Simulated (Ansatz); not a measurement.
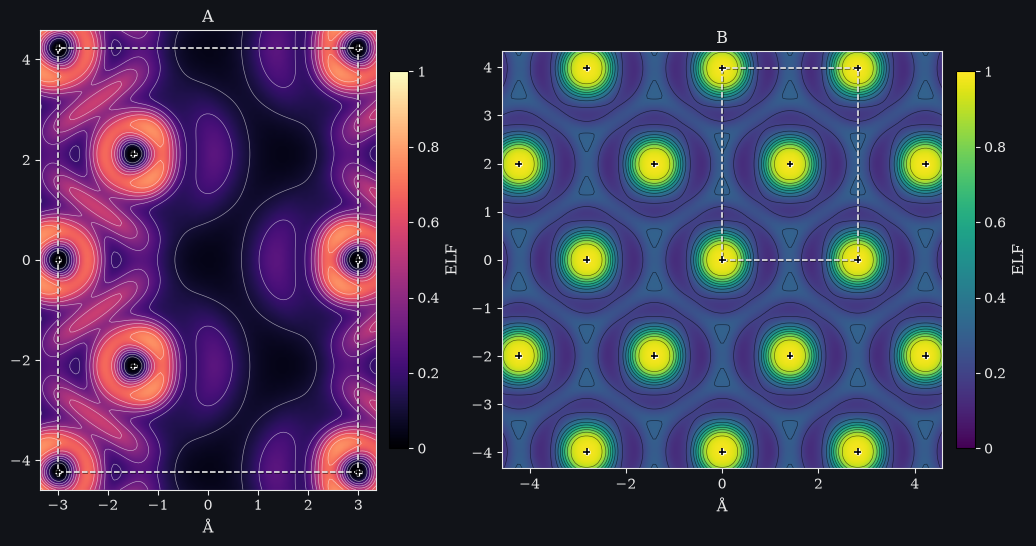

The electron localisation function of 2 systems, each on a plane through atoms (crosses mark nuclei in the plane).

These are results of DFT, BLYP, plane waves (420 eV) with PAW, scalar-relativistic (Ansatz 0.2.0), not measurements.

System 1: Co, the (101̄) plane of the conventional cell. Space group Im-3m; set up as Co, bcc; a generated structure, not necessarily the stable one; changed on purpose from its base cell (volume × 1.0); computed pressure about 8 GPa in this cell; spin-polarised.

```
Co
1.0
     2.81606    0.00000    0.00000
     0.00000    2.81606    0.00000
     0.00000    0.00000    2.81606
Co
2
Direct
  0.00000 0.00000 0.00000
  0.50000 0.50000 0.50000
```

System 2: W, the (011) plane of the conventional cell. Space group Fd-3m; set up as W, diamond; a generated structure, not necessarily the stable one; changed on purpose from its base cell (volume × 1.04); computed pressure about −4 GPa in this cell.

```
CELL_PARAMETERS angstrom
5.99264 0.00000 0.00000
0.00000 5.99264 0.00000
0.00000 0.00000 5.99264
ATOMIC_POSITIONS crystal
W 0.75000 0.25000 0.25000
W 0.25000 0.75000 0.25000
W 0.25000 0.25000 0.75000
W 0.75000 0.75000 0.75000
W 0.50000 0.00000 0.00000
W 0.00000 0.50000 0.00000
W 0.00000 0.00000 0.50000
W 0.50000 0.50000 0.50000
```

### Which map belongs to which system?

Panel A is system 2, W: the plane holds W. W–W (2.59 Å): the ELF reaches about 0.55 near the midpoint. Panel B is system 1, Co: the plane holds Co. Co–Co (2.44 Å): the ELF is about 0.25 at the midpoint (no shared electron pair shows on this line).
